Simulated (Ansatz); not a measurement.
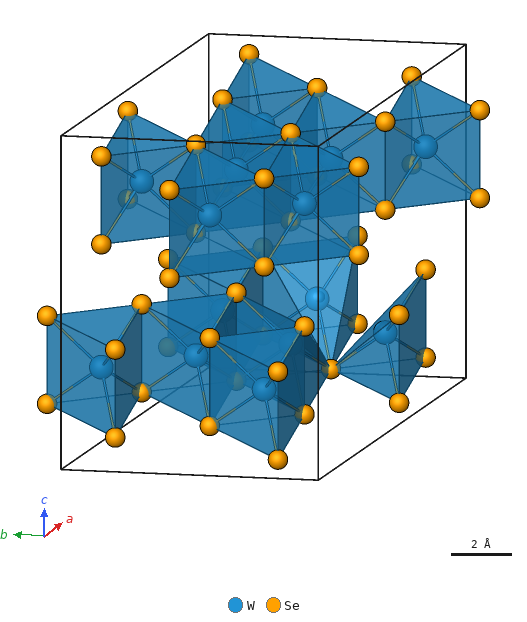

The structure as given in the input (polyhedral view of the cell of the calculation, seen at an oblique angle; polyhedra are completed across the faces of the cell). An atom can appear more than once, as a periodic image.

**Geometry relaxation of W$_{14}$Se$_{27}$ (part 1 of 3)**

The run: geometry relaxation of W$_{14}$Se$_{27}$ (defect cell, 41 atoms in the cell). Method and program: DFT PBE+D3(BJ), scalar-relativistic, plane waves, PAW, no spin polarisation (Ansatz 0.2.0).

The structure derives from a Materials Project entry. It belongs to a series of runs on one base structure; here: Se vacancy (site f), charge +0, atoms relaxed at the host's cell.

The input
```yaml
crystal:
  lattice:
    - [1.639520277, -8.5191972597, 0.0]
    - [6.5580811083, 5.6794648397, 0.0]
    - [0.0, 0.0, 12.7928245273]
  atoms:
    - { symbol: W, position: [0.9047619048, 0.5238095238, 0.2500158825] }
    - { symbol: W, position: [0.4761904762, 0.380952381, 0.2500158825] }
    - { symbol: W, position: [0.0476190476, 0.2380952381, 0.2500158825] }
    - { symbol: W, position: [0.7619047619, 0.8095238095, 0.2500158825] }
    - { symbol: W, position: [0.3333333333, 0.6666666667, 0.2500158825] }
    - { symbol: W, position: [0.619047619, 0.0952380952, 0.2500158825] }
    - { symbol: W, position: [0.1904761905, 0.9523809524, 0.2500158825] }
    - { symbol: W, position: [0.6666666667, 0.3333333333, 0.7499841175] }
    - { symbol: W, position: [0.2380952381, 0.1904761905, 0.7499841175] }
    - { symbol: W, position: [0.8095238095, 0.0476190476, 0.7499841175] }
    - { symbol: W, position: [0.5238095238, 0.619047619, 0.7499841175] }
    - { symbol: W, position: [0.0952380952, 0.4761904762, 0.7499841175] }
    - { symbol: W, position: [0.380952381, 0.9047619048, 0.7499841175] }
    - { symbol: W, position: [0.9523809524, 0.7619047619, 0.7499841175] }
    - { symbol: Se, position: [0.2380952381, 0.1904761905, 0.3816757888] }
    - { symbol: Se, position: [0.8095238095, 0.0476190476, 0.3816757888] }
    - { symbol: Se, position: [0.5238095238, 0.619047619, 0.3816757888] }
    - { symbol: Se, position: [0.0952380952, 0.4761904762, 0.3816757888] }
    - { symbol: Se, position: [0.380952381, 0.9047619048, 0.3816757888] }
    - { symbol: Se, position: [0.9523809524, 0.7619047619, 0.3816757888] }
    - { symbol: Se, position: [0.9047619048, 0.5238095238, 0.8816435852] }
    - { symbol: Se, position: [0.4761904762, 0.380952381, 0.8816435852] }
    - { symbol: Se, position: [0.0476190476, 0.2380952381, 0.8816435852] }
    - { symbol: Se, position: [0.7619047619, 0.8095238095, 0.8816435852] }
    - { symbol: Se, position: [0.3333333333, 0.6666666667, 0.8816435852] }
    - { symbol: Se, position: [0.619047619, 0.0952380952, 0.8816435852] }
    - { symbol: Se, position: [0.1904761905, 0.9523809524, 0.8816435852] }
    - { symbol: Se, position: [0.6666666667, 0.3333333333, 0.1183564148] }
    - { symbol: Se, position: [0.2380952381, 0.1904761905, 0.1183564148] }
    - { symbol: Se, position: [0.8095238095, 0.0476190476, 0.1183564148] }
    - { symbol: Se, position: [0.5238095238, 0.619047619, 0.1183564148] }
    - { symbol: Se, position: [0.0952380952, 0.4761904762, 0.1183564148] }
    - { symbol: Se, position: [0.380952381, 0.9047619048, 0.1183564148] }
    - { symbol: Se, position: [0.9523809524, 0.7619047619, 0.1183564148] }
    - { symbol: Se, position: [0.9047619048, 0.5238095238, 0.6183242112] }
    - { symbol: Se, position: [0.4761904762, 0.380952381, 0.6183242112] }
    - { symbol: Se, position: [0.0476190476, 0.2380952381, 0.6183242112] }
    - { symbol: Se, position: [0.7619047619, 0.8095238095, 0.6183242112] }
    - { symbol: Se, position: [0.3333333333, 0.6666666667, 0.6183242112] }
    - { symbol: Se, position: [0.619047619, 0.0952380952, 0.6183242112] }
    - { symbol: Se, position: [0.1904761905, 0.9523809524, 0.6183242112] }
  host:
    lattice:
      - [3.2790405541, 0.0, 0.0]
      - [-1.639520277, 2.8397324199, 0.0]
      - [0.0, 0.0, 12.7928245273]
    atoms:
      - { symbol: W, position: [0.6666666667, 0.3333333333, 0.2500158825] }
      - { symbol: W, position: [0.3333333333, 0.6666666667, 0.7499841175] }
      - { symbol: Se, position: [0.3333333333, 0.6666666667, 0.3816757888] }
      - { symbol: Se, position: [0.6666666667, 0.3333333333, 0.8816435852] }
      - { symbol: Se, position: [0.3333333333, 0.6666666667, 0.1183564148] }
      - { symbol: Se, position: [0.6666666667, 0.3333333333, 0.6183242112] }
basis:
  ecutwfc: 420
  xc_grid: 2
kpoints:
  mp_grid: { grid: [2, 2, 2], shift: [0.0, 0.0, 0.0] }
hamiltonian:
  xc: pbe
  dispersion: d3bj
scf:
  occupations: { method: gaussian, width: 0.01 }
output:
  forces: true
  stress: false
  eigenvalues: true
  charged_corrections:
    defect_position: [0.66666667, 0.33333333, 0.38167579]
    epsilon: [[15.759, 0.0, 0.0], [0.0, 15.759, 0.0], [0.0, 0.0, 8.2223]]
  write_density: true
  write_potential: true
  elf: true
  volumetric_format: npy
relax:
  adjacent_minimum: "off"
  f_tol: 0.025
  max_steps: 45
```

Command:
```bash
ansatz run input.yaml --threads 4 --pin off --max-ram 10240MiB --backend cpu --events-out ev --progress --plain --runs-dir out
```

The program's output
```
Engine: ansatz 0.2.0, x86_64-unknown-linux-gnu
Pseudopotentials: kind: paw
Pseudopotential: W, paw, valence charge 14, recommended cutoff 420 eV (normal), W.paw.azcp
Pseudopotential: Se, paw, valence charge 16, recommended cutoff 420 eV (normal), Se.paw.azcp
Functional definition: PBE
  parameter kappa = 0.804
  parameter beta = 0.06672455060314922
  exchange = pbe_x(kappa = kappa, mu = beta*pi^2/3)
  correlation = pbe_c(beta = beta)
Crystal: 41 atoms, lattice volume = 833.851 Å³
Basis set: ecut = 420 eV, 16321 PW (Γ), exchange–correlation on 120×120×180 points (8 copies of the dense FFT grid, shifted against one another)
Bands: 377, of which v1, the nominal top of the filled ones, is band 314 counted from 1 (313 counted from 0)
Symmetry: 3 space group operations
Space group: P3 (ITA 143), of the structure as read, at distance tolerance 9.4e-5 Å
k-points: 4 of 8
Non-local potential: W, projectors of the file, l = 0: 3, l = 1: 2, l = 2: 2, l = 3: 1
Non-local potential: Se, projectors of the file, l = 0: 2, l = 1: 2, l = 2: 3, l = 3: 1
PAW form: soft (Blöchl's): semilocal exchange-correlation on the pseudo side does not see the compensation charge
PAW one-centre angular grid: W, 590 points (default); XC on 64 Gauss nodes
PAW one-centre angular grid: Se, 590 points (default); XC on 64 Gauss nodes
Initial density: superposition of atomic densities (neutral atoms: chi_scale 0, normalization atom), corrected by the library's trained network
Initial wavefunctions: pseudopotential atomic-orbital guess
Functional: x = pbe(κ = 0.804, μ = 0.2195149727645171), c = pbe(β = 0.06672455060314922)
SCF iter   1: F=—  HF=-293091.260289 eV  |F-HF|=—  |Δ(HF+E_count)|=         —  Δρ=5.28e-3  dr2=1.84e-1  ethr=1.77e-3  ⟨swp⟩=6.0  Hψ=5105  notcnv=0  defer=49
preconditioner: auto → Resta (q_TF=auto, 2.602 Å⁻¹)  ε∞=6.5  [insulator: Δε(μ)=0.804 eV  Ē_g=8.610 eV  σ=0.010 eV  W_gap=1.00  n_scr=262 (ndim 8)  ℏωp=20.2 eV  f_vac=0.048  D(μ)=0.00/eV (n_scr^D=0)  ε∞_Penn≈6.5]
SCF iter   2: F=—  HF=-293091.294832 eV  |F-HF|=—  |Δ(HF+E_count)|=   3.45e-2  Δρ=2.95e-3  dr2=5.40e-2  ethr=2.93e-5  ⟨swp⟩=2.8  Hψ=2171  notcnv=0  defer=230
SCF iter   3: F=—  HF=-293091.309777 eV  |F-HF|=—  |Δ(HF+E_count)|=   1.49e-2  Δρ=1.63e-3  dr2=1.66e-2  ethr=8.60e-6  ⟨swp⟩=2.5  Hψ=1676  notcnv=0  defer=230
SCF iter   4: F=—  HF=-293091.316303 eV  |F-HF|=—  |Δ(HF+E_count)|=   6.53e-3  Δρ=3.33e-4  dr2=2.37e-3  ethr=2.64e-6  ⟨swp⟩=2.5  Hψ=2337  notcnv=0  defer=230
SCF iter   5: F=—  HF=-293091.316869 eV  |F-HF|=—  |Δ(HF+E_count)|=   5.66e-4  Δρ=1.47e-4  dr2=3.55e-4  ethr=3.77e-7  ⟨swp⟩=2.5  Hψ=1713  notcnv=0  defer=230
SCF iter   6: F=—  HF=-293091.316968 eV  |F-HF|=—  |Δ(HF+E_count)|=   9.89e-5  Δρ=6.72e-5  dr2=9.95e-5  ethr=5.66e-8  ⟨swp⟩=3.0  Hψ=2387  notcnv=0  defer=230
SCF iter   7: F=—  HF=-293091.316993 eV  |F-HF|=—  |Δ(HF+E_count)|=   2.50e-5  Δρ=4.49e-5  dr2=5.14e-5  ethr=1.58e-8  ⟨swp⟩=3.0  Hψ=2540  notcnv=0  defer=230
SCF iter   8: F=-293091.317004 eV  HF=-293091.317002 eV  |F-HF|=1.50e-6  |Δ(HF+E_count)|=   9.14e-6  Δρ=1.72e-5  dr2=6.93e-6  ethr=2.49e-9  ⟨swp⟩=14.2  Hψ=13144  notcnv=0
SCF 1 converged in 8 iterations: F = -293091.317004 eV  dr2 = 6.93e-6
  greatest PAW one-centre occupation: 1.000 electrons in one spin orbital (limit 2), on the Se atom at site 27 (counted from 0), in its partial waves of l = 2
relax step   1: F+E_penalty+E_count = -293091.31700354 eV  Δ(F+E_penalty+E_count) = +0.000e0 eV  max|allowed force component| = 8.760e-1 eV/Å  Δτ_max = 0.0000 Å  (8 SCF iters, dr2 threshold 1.56e-5 eV, accepted)
Initial density: handed on by an earlier stage of this run
Initial wavefunctions: those handed on with the density
iter 1 solved again at ethr=2.08e-4 eV; its pass at ethr=3.10e-3 eV (dr2=1.31e0 eV) is discarded
SCF iter   1: F=—  HF=-293091.552012 eV  |F-HF|=—  |Δ(HF+E_count)|=         —  Δρ=8.89e-3  dr2=1.33e0  ethr=2.08e-4  ⟨swp⟩=1.0  Hψ=4701  notcnv=0  defer=129
preconditioner: auto → Resta (q_TF=auto, 2.602 Å⁻¹)  ε∞=6.5  [insulator: Δε(μ)=0.720 eV  Ē_g=8.592 eV  σ=0.010 eV  W_gap=1.00  n_scr=262 (ndim 8)  ℏωp=20.2 eV  f_vac=0.045  D(μ)=0.00/eV (n_scr^D=0)  ε∞_Penn≈6.5]
SCF iter   2: F=—  HF=-293091.415147 eV  |F-HF|=—  |Δ(HF+E_count)|=   1.37e-1  Δρ=5.02e-3  dr2=2.68e-1  ethr=2.08e-4  ⟨swp⟩=3.5  Hψ=1714  notcnv=0  defer=129
SCF iter   3: F=—  HF=-293091.383954 eV  |F-HF|=—  |Δ(HF+E_count)|=   3.12e-2  Δρ=2.71e-3  dr2=7.67e-2  ethr=4.27e-5  ⟨swp⟩=2.8  Hψ=1738  notcnv=0  defer=214
SCF iter   4: F=—  HF=-293091.375748 eV  |F-HF|=—  |Δ(HF+E_count)|=   8.21e-3  Δρ=7.27e-4  dr2=6.28e-3  ethr=1.22e-5  ⟨swp⟩=3.2  Hψ=2350  notcnv=0  defer=226
SCF iter   5: F=—  HF=-293091.376176 eV  |F-HF|=—  |Δ(HF+E_count)|=   4.28e-4  Δρ=3.47e-4  dr2=2.38e-3  ethr=9.99e-7  ⟨swp⟩=2.0  Hψ=1933  notcnv=0  defer=226
SCF iter   6: F=—  HF=-293091.376119 eV  |F-HF|=—  |Δ(HF+E_count)|=   5.74e-5  Δρ=1.31e-4  dr2=4.21e-4  ethr=3.78e-7  ⟨swp⟩=2.0  Hψ=1661  notcnv=0  defer=226
SCF iter   7: F=—  HF=-293091.376126 eV  |F-HF|=—  |Δ(HF+E_count)|=   7.50e-6  Δρ=5.76e-5  dr2=7.74e-5  ethr=6.71e-8  ⟨swp⟩=2.0  Hψ=2154  notcnv=0  defer=226
SCF iter   8: F=-293091.376165 eV  HF=-293091.376168 eV  |F-HF|=2.37e-6  |Δ(HF+E_count)|=   4.13e-5  Δρ=3.03e-5  dr2=2.36e-5  ethr=7.64e-9  ⟨swp⟩=17.2  Hψ=16280  notcnv=0
SCF 2 converged in 8 iterations: F = -293091.376165 eV  dr2 = 2.36e-5
relax step   2: F+E_penalty+E_count = -293091.37616540 eV  Δ(F+E_penalty+E_count) = -5.916e-2 eV  max|allowed force component| = 9.805e-1 eV/Å  Δτ_max = 0.1958 Å  (8 SCF iters, dr2 threshold 4.80e-5 eV, accepted)
SCF iter   1: F=—  HF=-293091.633218 eV  |F-HF|=—  |Δ(HF+E_count)|=         —  Δρ=4.41e-3  dr2=2.84e-1  ethr=4.98e-4  ⟨swp⟩=4.0  Hψ=2574  notcnv=0  defer=225
preconditioner: auto → Resta (q_TF=auto, 2.602 Å⁻¹)  ε∞=6.5  [insulator: Δε(μ)=0.810 eV  Ē_g=8.607 eV  σ=0.010 eV  W_gap=1.00  n_scr=262 (ndim 8)  ℏωp=20.2 eV  f_vac=0.045  D(μ)=0.00/eV (n_scr^D=0)  ε∞_Penn≈6.5]
SCF iter   2: F=—  HF=-293091.601707 eV  |F-HF|=—  |Δ(HF+E_count)|=   3.15e-2  Δρ=2.42e-3  dr2=5.98e-2  ethr=4.52e-5  ⟨swp⟩=3.0  Hψ=1932  notcnv=0  defer=226
SCF iter   3: F=—  HF=-293091.595770 eV  |F-HF|=—  |Δ(HF+E_count)|=   5.94e-3  Δρ=1.33e-3  dr2=1.79e-2  ethr=9.53e-6  ⟨swp⟩=3.8  Hψ=1746  notcnv=0  defer=226
SCF iter   4: F=—  HF=-293091.594095 eV  |F-HF|=—  |Δ(HF+E_count)|=   1.67e-3  Δρ=2.56e-4  dr2=6.81e-4  ethr=2.85e-6  ⟨swp⟩=2.0  Hψ=2151  notcnv=0  defer=226
SCF iter   5: F=—  HF=-293091.594143 eV  |F-HF|=—  |Δ(HF+E_count)|=   4.73e-5  Δρ=1.13e-4  dr2=2.53e-4  ethr=1.08e-7  ⟨swp⟩=2.0  Hψ=1962  notcnv=0  defer=226
SCF iter   6: F=—  HF=-293091.594149 eV  |F-HF|=—  |Δ(HF+E_count)|=   6.05e-6  Δρ=5.78e-5  dr2=8.64e-5  ethr=4.03e-8  ⟨swp⟩=2.0  Hψ=1806  notcnv=0  defer=226
SCF iter   7: F=-293091.594143 eV  HF=-293091.594148 eV  |F-HF|=4.49e-6  |Δ(HF+E_count)|=   9.70e-7  Δρ=3.04e-5  dr2=2.16e-5  ethr=9.57e-9  ⟨swp⟩=18.0  Hψ=15489  notcnv=0
SCF 3 converged in 7 iterations: F = -293091.594143 eV  dr2 = 2.16e-5
relax step   3: F+E_penalty+E_count = -293091.59414335 eV  Δ(F+E_penalty+E_count) = -2.180e-1 eV  max|allowed force component| = 1.748e-1 eV/Å  Δτ_max = 0.0878 Å  (7 SCF iters, dr2 threshold 6.01e-5 eV, accepted)
SCF iter   1: F=—  HF=-293091.600306 eV  |F-HF|=—  |Δ(HF+E_count)|=         —  Δρ=1.29e-3  dr2=1.51e-2  ethr=4.87e-5  ⟨swp⟩=3.0  Hψ=2310  notcnv=0  defer=226
preconditioner: auto → Resta (q_TF=auto, 2.602 Å⁻¹)  ε∞=6.5  [insulator: Δε(μ)=0.772 eV  Ē_g=8.597 eV  σ=0.010 eV  W_gap=1.00  n_scr=262 (ndim 8)  ℏωp=20.2 eV  f_vac=0.045  D(μ)=0.00/eV (n_scr^D=0)  ε∞_Penn≈6.5]
SCF iter   2: F=—  HF=-293091.598858 eV  |F-HF|=—  |Δ(HF+E_count)|=   1.45e-3  Δρ=6.62e-4  dr2=2.15e-3  ethr=2.41e-6  ⟨swp⟩=1.0  Hψ=1736  notcnv=0  defer=226
SCF iter   3: F=—  HF=-293091.598674 eV  |F-HF|=—  |Δ(HF+E_count)|=   1.84e-4  Δρ=2.91e-4  dr2=5.25e-4  ethr=3.42e-7  ⟨swp⟩=2.0  Hψ=1962  notcnv=0  defer=226
SCF iter   4: F=—  HF=-293091.599271 eV  |F-HF|=—  |Δ(HF+E_count)|=   5.97e-4  Δρ=8.23e-5  dr2=1.51e-4  ethr=8.35e-8  ⟨swp⟩=2.0  Hψ=1962  notcnv=0  defer=226
SCF iter   5: F=—  HF=-293091.599260 eV  |F-HF|=—  |Δ(HF+E_count)|=   1.14e-5  Δρ=4.07e-5  dr2=3.49e-5  ethr=2.41e-8  ⟨swp⟩=2.0  Hψ=2122  notcnv=0  defer=226
SCF iter   6: F=—  HF=-293091.599259 eV  |F-HF|=—  |Δ(HF+E_count)|=   4.82e-7  Δρ=1.19e-5  dr2=2.29e-6  ethr=5.56e-9  ⟨swp⟩=2.0  Hψ=1663  notcnv=0  defer=226
SCF iter   7: F=-293091.599260 eV  HF=-293091.599260 eV  |F-HF|=2.48e-7  |Δ(HF+E_count)|=   2.74e-7  Δρ=5.98e-6  dr2=7.13e-7  ethr=3.04e-10  ⟨swp⟩=15.5  Hψ=14683  notcnv=0
SCF 4 converged in 7 iterations: F = -293091.599260 eV  dr2 = 7.13e-7
relax step   4: F+E_penalty+E_count = -293091.59925991 eV  Δ(F+E_penalty+E_count) = -5.117e-3 eV  max|allowed force component| = 5.828e-2 eV/Å  Δτ_max = 0.0355 Å  (7 SCF iters, dr2 threshold 1.91e-6 eV, accepted)
SCF iter   1: F=—  HF=-293091.599453 eV  |F-HF|=—  |Δ(HF+E_count)|=         —  Δρ=2.65e-4  dr2=8.08e-4  ethr=8.86e-7  ⟨swp⟩=3.0  Hψ=2290  notcnv=0  defer=226
preconditioner: auto → Resta (q_TF=auto, 2.602 Å⁻¹)  ε∞=6.5  [insulator: Δε(μ)=0.772 eV  Ē_g=8.596 eV  σ=0.010 eV  W_gap=1.00  n_scr=262 (ndim 8)  ℏωp=20.2 eV  f_vac=0.045  D(μ)=0.00/eV (n_scr^D=0)  ε∞_Penn≈6.5]
SCF iter   2: F=—  HF=-293091.599362 eV  |F-HF|=—  |Δ(HF+E_count)|=   9.05e-5  Δρ=1.37e-4  dr2=1.34e-4  ethr=1.29e-7  ⟨swp⟩=1.8  Hψ=1819  notcnv=0  defer=226
SCF iter   3: F=—  HF=-293091.599335 eV  |F-HF|=—  |Δ(HF+E_count)|=   2.71e-5  Δρ=5.78e-5  dr2=3.83e-5  ethr=2.13e-8  ⟨swp⟩=2.0  Hψ=1782  notcnv=0  defer=226
SCF iter   4: F=—  HF=-293091.599880 eV  |F-HF|=—  |Δ(HF+E_count)|=   5.44e-4  Δρ=2.15e-5  dr2=1.04e-5  ethr=6.09e-9  ⟨swp⟩=2.0  Hψ=1748  notcnv=0  defer=226
SCF iter   5: F=—  HF=-293091.599879 eV  |F-HF|=—  |Δ(HF+E_count)|=   7.71e-7  Δρ=8.41e-6  dr2=1.02e-6  ethr=1.66e-9  ⟨swp⟩=2.0  Hψ=1663  notcnv=0  defer=226
SCF iter   6: F=—  HF=-293091.599879 eV  |F-HF|=—  |Δ(HF+E_count)|=   1.04e-7  Δρ=2.73e-6  dr2=1.23e-7  ethr=1.62e-10  ⟨swp⟩=2.0  Hψ=1664  notcnv=0  defer=226
SCF iter   7: F=-293091.599879 eV  HF=-293091.599879 eV  |F-HF|=1.58e-8  |Δ(HF+E_count)|=   3.48e-8  Δρ=1.57e-6  dr2=5.65e-8  ethr=1.59e-11  ⟨swp⟩=12.8  Hψ=10827  notcnv=0
SCF 5 converged in 7 iterations: F = -293091.599879 eV  dr2 = 5.65e-8
relax step   5: F+E_penalty+E_count = -293091.59987908 eV  Δ(F+E_penalty+E_count) = -6.192e-4 eV  max|allowed force component| = 9.065e-3 eV/Å  Δτ_max = 0.0050 Å  (7 SCF iters, accepted)
```

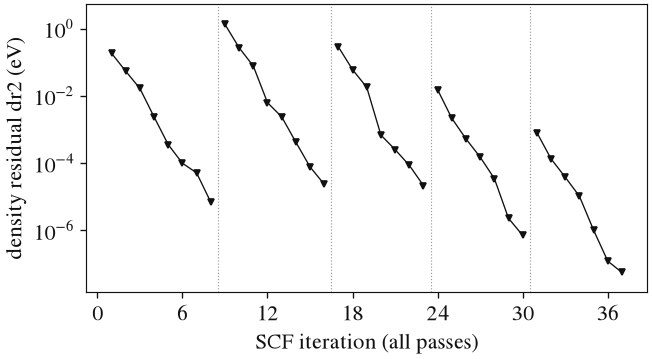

Convergence of the self-consistent field: density residual dr2 against the SCF iteration. The dotted lines part the SCF passes of the relaxation: geometry steps, rejected trials and re-solves on a re-selected basis. The 5 passes take 7 to 8 iterations each, 37 in all.

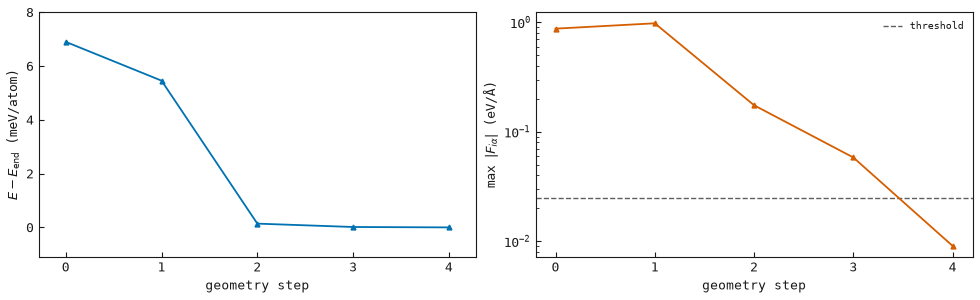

Progress of the relaxation, step by step (the first geometry is step 0 here and step 1 in the log).

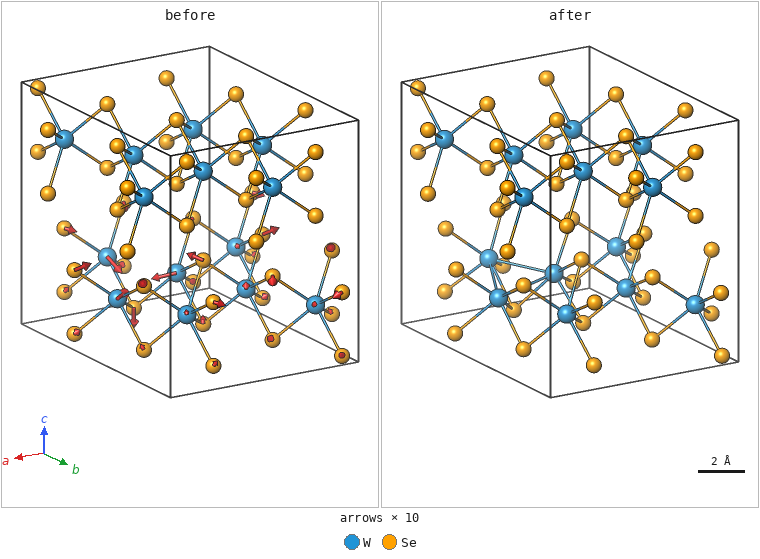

Before (left) and after (right) the relaxation, at one scale (ball-and-stick view of the cell of the calculation, with bonded neighbours outside it, seen at an oblique angle). The red arrows give the displacements, magnified 10 times. The energy falls by 6.9 meV per atom in 4 geometry steps. Largest force component: 0.88 eV/Å at the start, 0.0091 eV/Å at the end. The largest moves, 0.12 Å, are those of W1, W2 and W6. Largest moves by element: W 0.12 Å, Se 0.11 Å. The cell doesn't change. Among the contacts that change: W1–W2 3.279 → 3.081 Å, W3–Se15 2.534 → 2.571 Å, W1–Se28 2.534 → 2.508 Å, W1–Se20 2.534 → 2.547 Å. Among the angles that change: W1–Se28–W2 80.6° → 75.8°, Se18–W1–Se34 136.1° → 132.3°, W4–Se30–W6 80.6° → 83.7°. (Atoms are counted from 1 in the order of the input.)
